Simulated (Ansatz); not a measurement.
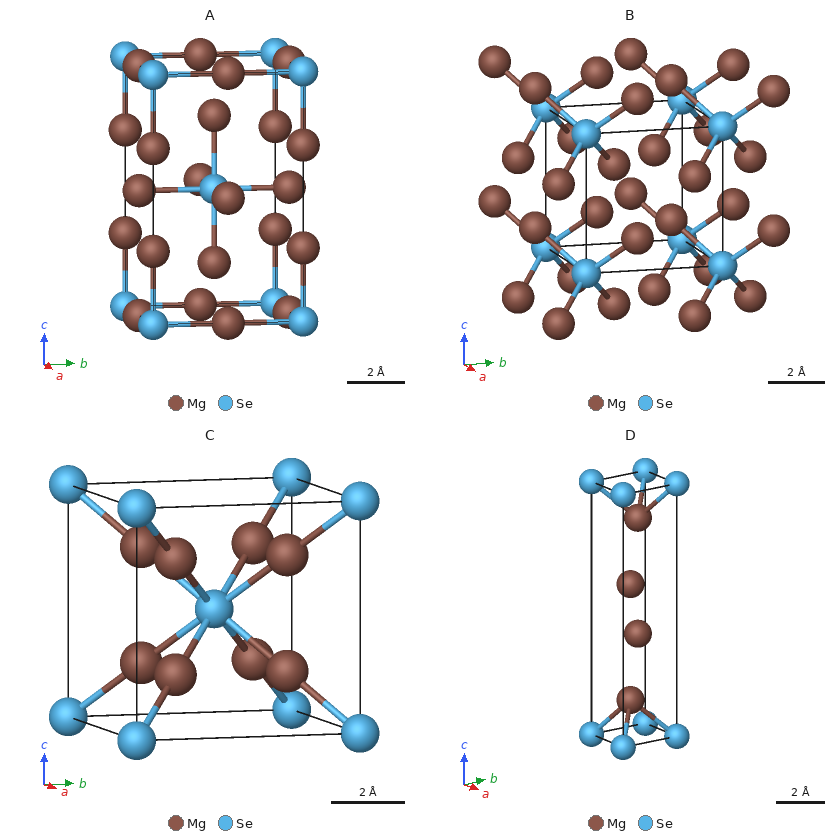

Four structures of Mg4Se, each relaxed to rest (conventional cells in solid outline, small ones repeated, each panel with its own scale). Method: DFT PBE, scalar-relativistic, plane waves, PAW in Ansatz, without spin polarisation.

**Give the type and space group of each panel.**

A: 10 atoms a cell on a body-centred tetragonal lattice, I4/mmm; B: 5 atoms a cell on a primitive cubic lattice, P-43m; C: 10 atoms a cell on a body-centred cubic lattice, Im-3m; D: 5 atoms a cell on a primitive hexagonal lattice, P-3m1.

**Rank them by energy, lowest first.**

D, then B (+127 meV/atom), A (+197 meV/atom) and C (+294 meV/atom), energies at zero smearing.

**Collect the results in a table.**

| panel | structure | E − E(lowest) (meV/atom) | volume (Å³/atom) | gap (eV) |
| --- | --- | --- | --- | --- |
| D | P-3m1 | 0 | 24.3 | metal |
| B | P-43m | 127 | 26.7 | metal |
| A | I4/mmm | 197 | 25.6 | metal |
| C | Im-3m | 294 | 26.4 | metal |

Some of these may be structure types tried for this composition rather than known phases, and the most stable form need not be among them. Gaps are taken on the k-mesh or band path of each run.
